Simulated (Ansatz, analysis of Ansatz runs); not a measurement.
# N3VH centre in diamond: local vibrational mode, PBE

Aim: the local vibrational mode of the N3VH centre in diamond, to be set beside the measurement. Set-up: PBE, 64-site cell, PBE lattice, 420 eV, k: the single point 1/4 1/4 1/4, anharmonic cut along the mode. The model is a cell of 64 host atoms with 1 site emptied, N put on another atom's site, N put on another atom's site, N put on another atom's site and H put in between. The frequencies come from force constants among the defect atom and its neighbours, with the masses of the isotopes named.

Measured beforehand: C-H stretch, 1H: 3107 cm⁻¹, by FTIR absorption (quoted in “Hydrogen-related defects in diamond: A comparison between observed and calculated FTIR spectra”, 2024, M.C. Day et al., quoting earlier work (2014)). C-H bend, 1H: 1405 cm⁻¹, by FTIR absorption (quoted in “Hydrogen-related defects in diamond: A comparison between observed and calculated FTIR spectra”, 2024, M.C. Day et al., quoting earlier work (1991)).

Method: plane-wave PAW DFT, PBE; relaxation of all atoms of a defect supercell, in Ansatz 0.2.0.

## 1. The structure

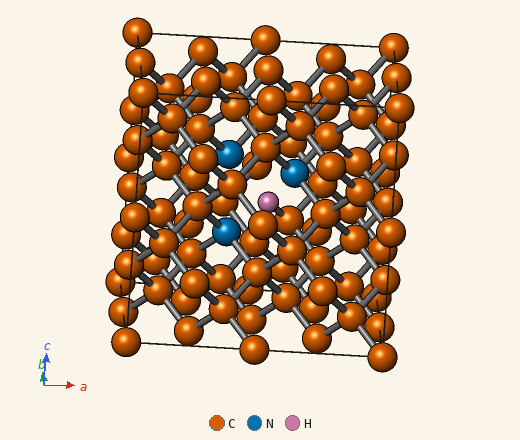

Start, viewed slightly off an axis; carbon orange, nitrogen blue, hydrogen pink. Bonds to atoms that aren't drawn are left out. Some periodic images of atoms are drawn too.

The cell holds 64 atoms: 60 C, 3 N and 1 H. Cell: a = 7.143 Å, b = 7.143 Å, c = 7.143 Å, α = 90.0°, β = 90.0°, γ = 90.0°. It derives from C (space group Fd-3m). Nearest the centre at fractional (0.375, 0.375, 0.375): H64 at 0.45 Å, N4 at 1.55 Å, N41 at 1.55 Å, N26 at 1.55 Å, C48 at 1.55 Å, C14 at 2.53 Å, C13 at 2.53 Å, C5 at 2.53 Å.

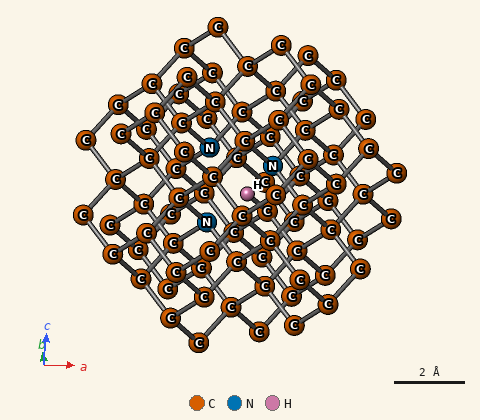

The atoms within 5 Å of the centre.

The host's primitive cell comes from a first run (plane-wave PAW DFT, PBE; relaxation of the host's cell and atoms): vectors of 2.525, 2.525 and 2.525 Å. That is 5.69 Å³ an atom, 0.4 % over the diffraction cell's volume. The supercell is built on it.

## 2. Relaxation, charge 0

Every later number rests on the structure around the defect, so the atoms are relaxed at the host's lattice first.

Contents of relax/input.yaml:

```yaml
relax:
  f_tol: 0.01
  max_steps: 80
  random_displacement: { amplitude: 0.02, seed: 680 }
crystal:
  lattice:
    - [7.14316351, 0.0, 0.0]
    - [0.0, 7.14316351, 0.0]
    - [0.0, 0.0, 7.14316351]
  atoms:
    - { symbol: C, position: [0.0, 0.0, 0.25] }
    - { symbol: C, position: [0.0, 0.25, 0.0] }
    - { symbol: C, position: [0.25, 0.0, 0.0] }
    - { symbol: "N", position: [0.25, 0.25, 0.25] }
    - { symbol: C, position: [0.125, 0.125, 0.375] }
    - { symbol: C, position: [0.125, 0.375, 0.125] }
    - { symbol: C, position: [0.375, 0.125, 0.125] }
    - { symbol: C, position: [0.0, 0.0, 0.75] }
    - { symbol: C, position: [0.0, 0.25, 0.5] }
    - { symbol: C, position: [0.25, 0.0, 0.5] }
    - { symbol: C, position: [0.25, 0.25, 0.75] }
    - { symbol: C, position: [0.125, 0.125, 0.875] }
    - { symbol: C, position: [0.125, 0.375, 0.625] }
    - { symbol: C, position: [0.375, 0.125, 0.625] }
    - { symbol: C, position: [0.375, 0.375, 0.875] }
    - { symbol: C, position: [0.0, 0.5, 0.25] }
    - { symbol: C, position: [0.0, 0.75, 0.0] }
    - { symbol: C, position: [0.25, 0.5, 0.0] }
    - { symbol: C, position: [0.25, 0.75, 0.25] }
    - { symbol: C, position: [0.125, 0.625, 0.375] }
    - { symbol: C, position: [0.125, 0.875, 0.125] }
    - { symbol: C, position: [0.375, 0.625, 0.125] }
    - { symbol: C, position: [0.375, 0.875, 0.375] }
    - { symbol: C, position: [0.0, 0.5, 0.75] }
    - { symbol: C, position: [0.0, 0.75, 0.5] }
    - { symbol: "N", position: [0.25, 0.5, 0.5] }
    - { symbol: C, position: [0.25, 0.75, 0.75] }
    - { symbol: C, position: [0.125, 0.625, 0.875] }
    - { symbol: C, position: [0.125, 0.875, 0.625] }
    - { symbol: C, position: [0.375, 0.625, 0.625] }
    - { symbol: C, position: [0.375, 0.875, 0.875] }
    - { symbol: C, position: [0.5, 0.0, 0.25] }
    - { symbol: C, position: [0.5, 0.25, 0.0] }
    - { symbol: C, position: [0.75, 0.0, 0.0] }
    - { symbol: C, position: [0.75, 0.25, 0.25] }
    - { symbol: C, position: [0.625, 0.125, 0.375] }
    - { symbol: C, position: [0.625, 0.375, 0.125] }
    - { symbol: C, position: [0.875, 0.125, 0.125] }
    - { symbol: C, position: [0.875, 0.375, 0.375] }
    - { symbol: C, position: [0.5, 0.0, 0.75] }
    - { symbol: "N", position: [0.5, 0.25, 0.5] }
    - { symbol: C, position: [0.75, 0.0, 0.5] }
    - { symbol: C, position: [0.75, 0.25, 0.75] }
    - { symbol: C, position: [0.625, 0.125, 0.875] }
    - { symbol: C, position: [0.625, 0.375, 0.625] }
    - { symbol: C, position: [0.875, 0.125, 0.625] }
    - { symbol: C, position: [0.875, 0.375, 0.875] }
    - { symbol: C, position: [0.5, 0.5, 0.25] }
    - { symbol: C, position: [0.5, 0.75, 0.0] }
    - { symbol: C, position: [0.75, 0.5, 0.0] }
    - { symbol: C, position: [0.75, 0.75, 0.25] }
    - { symbol: C, position: [0.625, 0.625, 0.375] }
    - { symbol: C, position: [0.625, 0.875, 0.125] }
    - { symbol: C, position: [0.875, 0.625, 0.125] }
    - { symbol: C, position: [0.875, 0.875, 0.375] }
    - { symbol: C, position: [0.5, 0.5, 0.75] }
    - { symbol: C, position: [0.5, 0.75, 0.5] }
    - { symbol: C, position: [0.75, 0.5, 0.5] }
    - { symbol: C, position: [0.75, 0.75, 0.75] }
    - { symbol: C, position: [0.625, 0.625, 0.875] }
    - { symbol: C, position: [0.625, 0.875, 0.625] }
    - { symbol: C, position: [0.875, 0.625, 0.625] }
    - { symbol: C, position: [0.875, 0.875, 0.875] }
    - { symbol: H, position: [0.410971, 0.410971, 0.339029] }
basis:
  ecutwfc: 420
  xc_grid: 2
hamiltonian:
  xc: pbe
kpoints:
  mp_grid: { grid: [1, 1, 1], shift: [0.25, 0.25, 0.25] }
scf:
  occupations: { method: fermi_dirac, width: 0.01 }
  max_iter: 120
output:
  forces: true
checkpoint:
  write: "../relax.run"
  compress: false
  write_wavefunctions: true
  write_every: 100000
```

Launch:

```
ansatz run input.yaml --threads 2 --pin off --max-ram 3768MiB --backend cpu --events-out ev --progress --plain --runs-dir out
```

Numbers of over 12 decimals in the logs are rounded to 6 here.

Log:

```text
[... repeated set-up lines and file paths are left out, and long positions are rounded to six places ...]
Engine: ansatz 0.2.0, x86_64-unknown-linux-gnu
Pseudopotentials: kind: paw
Pseudopotential: C, paw, valence charge 4, recommended cutoff 420 eV (normal), C.paw.azcp
Pseudopotential: N, paw, valence charge 5, recommended cutoff 420 eV (normal), N.paw.azcp
Pseudopotential: H, paw, valence charge 1, recommended cutoff 420 eV (normal), H.paw.azcp
Functional definition: PBE
  parameter kappa = 0.804
  parameter beta = 0.066725
  exchange = pbe_x(kappa = kappa, mu = beta*pi^2/3)
  correlation = pbe_c(beta = beta)
Crystal: 64 atoms, lattice volume = 364.478 Å³
Basis set: ecut = 420 eV, 7123 PW (Γ), exchange–correlation on 96×96×96 points (8 copies of the dense FFT grid, shifted against one another)
Bands: 192, of which v1, the nominal top of the filled ones, is band 128 counted from 1 (127 counted from 0)
Symmetry: 1 space group operations
k-points: 1
Non-local potential: C, projectors of the file, l = 0: 2, l = 1: 2, l = 2: 1
Non-local potential: N, projectors of the file, l = 0: 2, l = 1: 2, l = 2: 1
Non-local potential: H, projectors of the file, l = 0: 2, l = 1: 1
PAW form: soft (Blöchl's): semilocal exchange-correlation on the pseudo side does not see the compensation charge
PAW one-centre angular grid: C, 110 points (default); XC on 64 Gauss nodes
PAW one-centre angular grid: N, 110 points (default); XC on 64 Gauss nodes
PAW one-centre angular grid: H, 110 points (default); XC on 64 Gauss nodes
Initial density: superposition of atomic densities (neutral atoms: chi_scale 0, normalization atom), corrected by the library's trained network
Initial wavefunctions: pseudopotential atomic-orbital guess
Functional: x = pbe(κ = 0.804, μ = 0.219515), c = pbe(β = 0.066725)
SCF iter   1: F=—  HF=-16211.387875 eV  |F-HF|=—  |Δ(HF+E_count)|=         —  Δρ=8.01e-3  dr2=4.22e-1  ethr=1.77e-3  ⟨swp⟩=5.0  Hψ=771  notcnv=0  defer=51
preconditioner: auto → Resta (q_TF=auto, 2.572 Å⁻¹)  ε∞=4.4  [insulator: Δε(μ)=4.709 eV  Ē_g=16.850 eV  σ=0.010 eV  W_gap=1.00  n_scr=92 (ndim 8)  ℏωp=31.1 eV  f_vac=0.000  D(μ)=0.00/eV (n_scr^D=0)  ε∞_Penn≈4.4]
SCF iter   2: F=—  HF=-16211.300580 eV  |F-HF|=—  |Δ(HF+E_count)|=   8.73e-2  Δρ=4.16e-3  dr2=5.23e-2  ethr=1.65e-4  ⟨swp⟩=2.0  Hψ=232  notcnv=0  defer=58
SCF iter   3: F=—  HF=-16211.289076 eV  |F-HF|=—  |Δ(HF+E_count)|=   1.15e-2  Δρ=1.44e-3  dr2=5.43e-3  ethr=2.04e-5  ⟨swp⟩=2.0  Hψ=215  notcnv=0  defer=58
SCF iter   4: F=—  HF=-16211.288301 eV  |F-HF|=—  |Δ(HF+E_count)|=   7.75e-4  Δρ=3.88e-4  dr2=3.47e-4  ethr=2.12e-6  ⟨swp⟩=2.0  Hψ=233  notcnv=0  defer=58
SCF iter   5: F=—  HF=-16211.290503 eV  |F-HF|=—  |Δ(HF+E_count)|=   2.20e-3  Δρ=9.61e-5  dr2=2.09e-5  ethr=1.35e-7  ⟨swp⟩=2.0  Hψ=261  notcnv=0  defer=58
SCF iter   6: F=—  HF=-16211.290512 eV  |F-HF|=—  |Δ(HF+E_count)|=   8.97e-6  Δρ=3.06e-5  dr2=2.77e-6  ethr=9.77e-10  ⟨swp⟩=5.0  Hψ=581  notcnv=0
SCF iter   7: F=-16211.290512 eV  HF=-16211.290512 eV  |F-HF|=2.93e-8  |Δ(HF+E_count)|=   5.86e-8  Δρ=6.53e-6  dr2=1.08e-7  ethr=9.77e-10  ⟨swp⟩=4.0  Hψ=462  notcnv=0
SCF 1 converged in 7 iterations: F = -16211.290512 eV  dr2 = 1.08e-7
  greatest PAW one-centre occupation: 0.792 electrons in one spin orbital (limit 2), on the N atom at site 25 (counted from 0), in its partial waves of l = 0
relax step   1: F+E_penalty+E_count = -16211.29051170 eV  Δ(F+E_penalty+E_count) = +0.000e0 eV  max|allowed force component| = 2.502e0 eV/Å  Δτ_max = 0.0000 Å  (7 SCF iters, dr2 threshold 2.50e-6 eV, accepted)
[... the SCF cycles and remarks between the steps are left out from here to the last step ...]
relax step   2: F+E_penalty+E_count = -16212.47795190 eV  Δ(F+E_penalty+E_count) = -1.187e0 eV  max|allowed force component| = 1.181e0 eV/Å  Δτ_max = 0.1083 Å  (5 SCF iters, dr2 threshold 1.00e-4 eV, accepted)
relax step   3: F+E_penalty+E_count = -16212.83188191 eV  Δ(F+E_penalty+E_count) = -3.539e-1 eV  max|allowed force component| = 2.239e-1 eV/Å  Δτ_max = 0.0452 Å  (5 SCF iters, dr2 threshold 8.71e-5 eV, accepted)
relax step   4: F+E_penalty+E_count = -16212.83340637 eV  Δ(F+E_penalty+E_count) = -1.524e-3 eV  max|allowed force component| = 2.408e-1 eV/Å  Δτ_max = 0.0129 Å  (5 SCF iters, dr2 threshold 3.13e-6 eV, accepted)
relax step   5: F+E_penalty+E_count = -16212.84505689 eV  Δ(F+E_penalty+E_count) = -1.165e-2 eV  max|allowed force component| = 2.914e-2 eV/Å  Δτ_max = 0.0066 Å  (4 SCF iters, dr2 threshold 3.62e-6 eV, accepted)
SCF iter   1: F=—  HF=-16212.842886 eV  |F-HF|=—  |Δ(HF+E_count)|=         —  Δρ=1.77e-4  dr2=6.28e-5  ethr=2.21e-7  ⟨swp⟩=4.0  Hψ=447  notcnv=0  defer=58
SCF iter   2: F=—  HF=-16212.845259 eV  |F-HF|=—  |Δ(HF+E_count)|=   2.37e-3  Δρ=8.78e-5  dr2=1.30e-5  ethr=2.45e-8  ⟨swp⟩=3.0  Hψ=324  notcnv=0  defer=58
SCF iter   3: F=—  HF=-16212.845256 eV  |F-HF|=—  |Δ(HF+E_count)|=   2.73e-6  Δρ=1.30e-5  dr2=3.43e-7  ethr=5.09e-9  ⟨swp⟩=2.0  Hψ=231  notcnv=0  defer=58
SCF iter   4: F=-16212.845256 eV  HF=-16212.845256 eV  |F-HF|=1.14e-9  |Δ(HF+E_count)|=   7.01e-9  Δρ=3.21e-6  dr2=2.34e-8  ethr=3.91e-11  ⟨swp⟩=4.0  Hψ=555  notcnv=0
SCF 6 converged in 4 iterations: F = -16212.845256 eV  dr2 = 2.34e-8
relax step   6: F+E_penalty+E_count = -16212.84525600 eV  Δ(F+E_penalty+E_count) = -1.991e-4 eV  max|allowed force component| = 6.645e-3 eV/Å  Δτ_max = 0.0021 Å  (4 SCF iters, accepted)
NSCF: frozen V_eff on 1 k-points
the band table was solved once a step of the walk had ended and its energy, with any forces and stress, was formed, with the checks that follow a solve (923 applications of the Hamiltonian). They found nothing against the state; [...]
SCF converged after 4 iterations
Free energy (F): -16212.845256 eV
Harris-Foulkes:  -16212.845256 eV  (|F-HF|=1.14e-9)
Internal energy: -16212.845256 eV  (E = F + TS)
E sigma→0 (E₀):  -16212.845256 eV
Fermi energy:    15.429633 eV
--- Per-component energies (eV) ---
  E_band       = 1020.085888
  E_kinetic    = 5935.983082
  E_local      = -4279.781923  (includes V_loc(G=0)·N_el)
  E_nonlocal   = 1735.345969
  E_hartree    = 974.699258
  E_xc         = -3107.773208
  E_vxc        = -3863.884532  (∫ρ·V_xc dr)
  E_paw        = -6335.139507  (= ΣΔE_a)
  E_vpaw       = -456.974398  (= ΣTr[D̂ρ^β])
  E_aug_tail   = -0.000515  (compensation charges beyond the density's cutoff)
  E_ewald      = -11136.178411
  E_smearing   = -0.000000  (= −TS)
  E_closure    = -0.000000  (closes the sum)
  Σ components = -16212.845256   (vs F -16212.845256, Δ=0.00e0)
--- Forces (eV/Å), atoms counted from 1 ---
  atom   1  C      0.00001545     0.00269601    -0.00147946
  atom   2  C     -0.00000147     0.00124462     0.00060101
  [... 1 atom left out ...]
  atom   4  N     -0.00019839     0.00008514     0.00036189
  atom   5  C     -0.00089457    -0.00202919     0.00046966
  atom   6  C     -0.00187467    -0.00021117    -0.00151116
  atom   7  C      0.00008168     0.00130512    -0.00211591
  [... 5 atoms left out ...]
  atom  13  C     -0.00025263    -0.00050541     0.00318447
  atom  14  C      0.00134932     0.00124639    -0.00070811
  [... 11 atoms left out ...]
  atom  26  N     -0.00206328    -0.00112012    -0.00148853
  [... 14 atoms left out ...]
  atom  41  N     -0.00034786    -0.00254358     0.00007880
  [... 6 atoms left out ...]
  atom  48  C     -0.00306838     0.00388166    -0.00664363
  [... 15 atoms left out ...]
  atom  64  H      0.00341770    -0.00167060     0.00441408
  max |Σ_I F_I| component: 7.99e-5 eV/Å
--- Band table (eV) ---
  k-point 0: bands = ["-8.3277", "-7.4296", "-7.4110", "-6.9546", [... 184 left out ...] "22.8981", "22.9719", "23.2449", "23.5250"]
--- Relaxed structure (6 steps of the walk, 6 accepted, 0 SCFs on fresh bases) ---
  F+E_penalty+E_count = -16212.84525600 eV   max|allowed force component| = 6.645e-3 eV/Å
  atoms:
    - { symbol: C, position: [-0.001380, -0.001092, 0.250022] }
    - { symbol: C, position: [-0.001345, 0.250005, -0.001165] }
    [... 1 atom left out ...]
    - { symbol: N, position: [0.239724, 0.240012, 0.240059] }
    - { symbol: C, position: [0.126122, 0.126418, 0.369654] }
    - { symbol: C, position: [0.125594, 0.370018, 0.125725] }
    - { symbol: C, position: [0.369726, 0.125872, 0.125727] }
    [... 5 atoms left out ...]
    - { symbol: C, position: [0.125729, 0.380297, 0.623967] }
    - { symbol: C, position: [0.379995, 0.126021, 0.623977] }
    [... 11 atoms left out ...]
    - { symbol: N, position: [0.239326, 0.510404, 0.510029] }
    [... 14 atoms left out ...]
    - { symbol: N, position: [0.510100, 0.239627, 0.510024] }
    [... 6 atoms left out ...]
    - { symbol: C, position: [0.506757, 0.507040, 0.242504] }
    [... 15 atoms left out ...]
    - { symbol: H, position: [0.419169, 0.419583, 0.328346] }
```

The job ended after 14 s (2 threads of Intel Xeon 6975P-C (Granite Rapids), shared host; peak memory 0.77 GiB; 26 s of CPU time).

Step by step:

```csv
step,energy less that of the first step (eV),largest force component (eV/Å)
1,0.0000,2.5018
2,-1.1874,1.1805
3,-1.5414,0.2239
4,-1.5429,0.2408
5,-1.5545,0.0291
6,-1.5547,0.0066
```

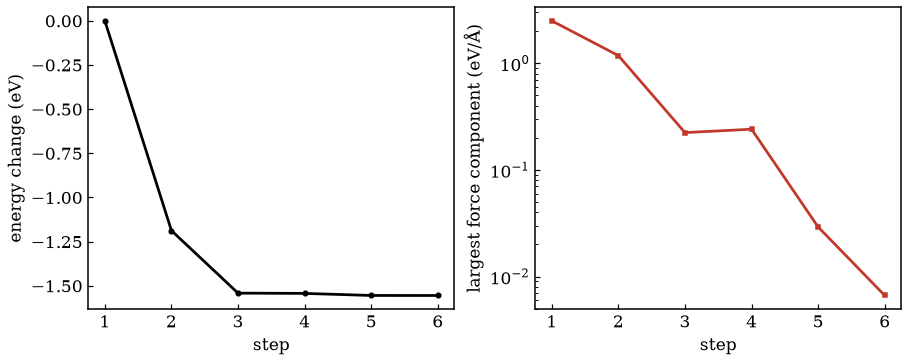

Energy and largest force along the relaxation.

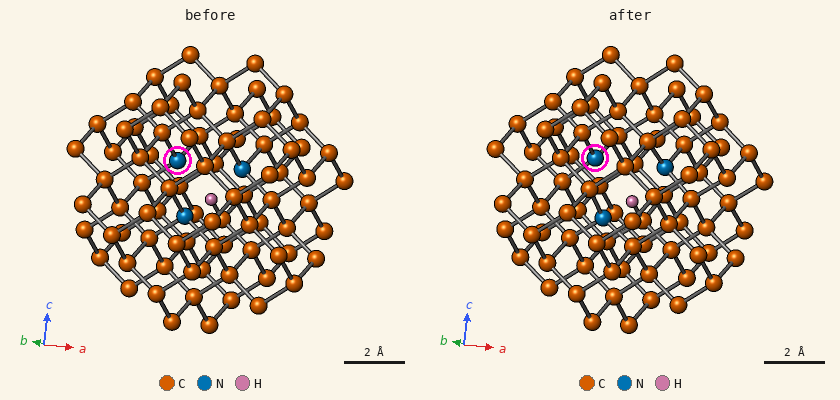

Before and after: the atoms that start within 5 Å of the centre. N26, which moves most, is ringed if it is among them.

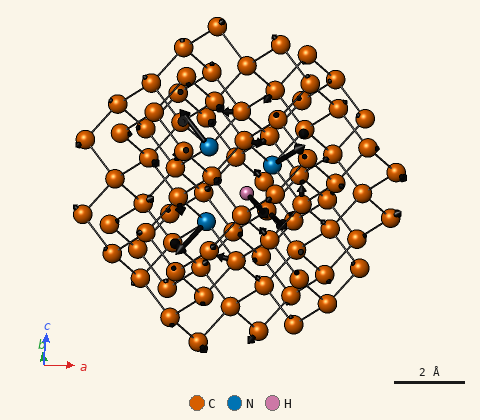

Displacements in the relaxation from the typed sites near the centre, exaggerated; the longest in the cell stands for 0.13 Å.

The atoms that moved most (Å, from the sites as typed, ahead of the random displacement):

```csv
atom,dx,dy,dz,length
N26,-0.075,0.073,0.073,0.128
N41,0.073,-0.075,0.073,0.128
N4,-0.072,-0.072,-0.070,0.124
H64,0.060,0.061,-0.075,0.114
C48,0.049,0.049,-0.052,0.087
C5,0.009,0.009,-0.037,0.039
C13,0.006,0.037,-0.006,0.038
C14,0.037,0.006,-0.006,0.038
```

The atoms nearest to the centre after the run:

```csv
atom,distance (Å)
H64,0.559
C48,1.634
N4,1.671
N41,1.672
N26,1.675
C5,2.513
C14,2.515
C13,2.517
C7,2.518
C6,2.519
C45,2.520
C36,2.520
C30,2.521
C20,2.523
C52,2.532
C37,2.534
```

Neighbours of the added atoms: H64: C48 1.08, N4 1.92, N26 1.94 Å.

This step gave:

```yaml
free_energy: -16212.8453 eV
```

The relaxation ends 24 meV an atom lower than the displaced start, with a largest force component of 0.0066 eV/Å.

[end of part 1 of 2]

[Logs are printed without paths, hosts, clocks, repeated set-up lines and the standing remarks that a program may print on its own settings, such as how far it seeks lower states.]

[Hosts, paths, dates, database ids (printed as entryN), source tags and the programs' standing remarks are cut or masked in the printed files.]

[For some hosts the program warned that the k-mesh of the response run may be too coarse for force constants and the static dielectric constant; such warnings are not shown here.]
